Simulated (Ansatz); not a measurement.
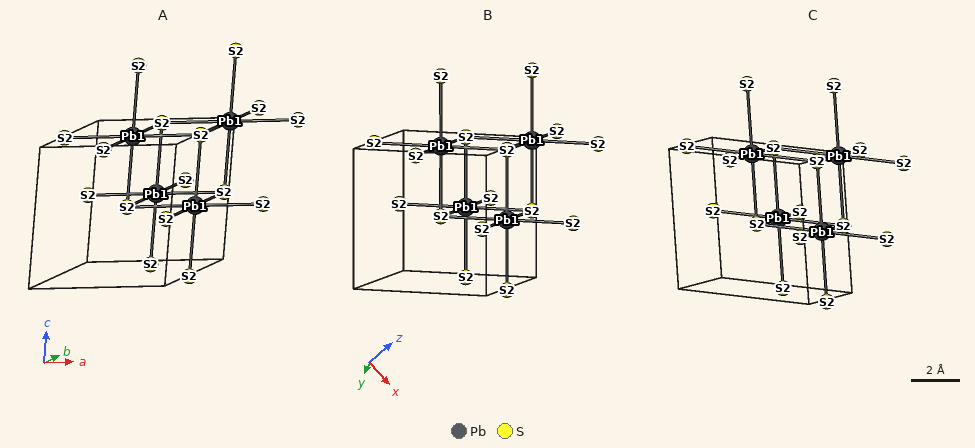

Energy scan for a crystal of PbS (R3m), in which the ratio of the cell's length along z to its lengths across, counted as 1 for the reference, is changed at fixed volume (a c/a path), with the atoms kept at their fractional coordinates. x, y and z are the Cartesian axes of the input. A ball-and-stick model of the conventional cell (4 times the calculation's cell), seen slightly off an axis. Lengths and directions refer to the drawn axes.

Method: DFT PBE+D3(BJ), scalar-relativistic, plane waves, PAW (Ansatz 0.2.0). Settings: plane-wave cutoff 420 eV; k-point mesh 12 × 12 × 12; occupations gaussian; smearing width 0.03 eV; no spin polarisation. Energies (free energies at the smearing named) are counted from the relaxed crystal.

**Order these geometries by energy, lowest first.**

Lowest first: B (the relative ratio 1.00, 0.0 meV/atom), C (the relative ratio 0.85, 44.9 meV/atom), A (the relative ratio 1.20, 80.8 meV/atom). Over the whole scan: of the computed points the lowest is at the relative ratio 1.00, 0.0 meV/atom. The distortion keeps the space group R3m. At the relative ratio 1.20 the cell of the drawing goes a 5.934 → 5.980 Å, b 5.934 → 5.980 Å, c 5.934 → 5.980 Å, α 90.0° → 82.6°, β 90.0° → 82.6°, γ 90.0° → 82.6°. The band gap on the mesh, 0.36 eV in the reference, closes at 0.85, 0.92, 1.10, 1.20.
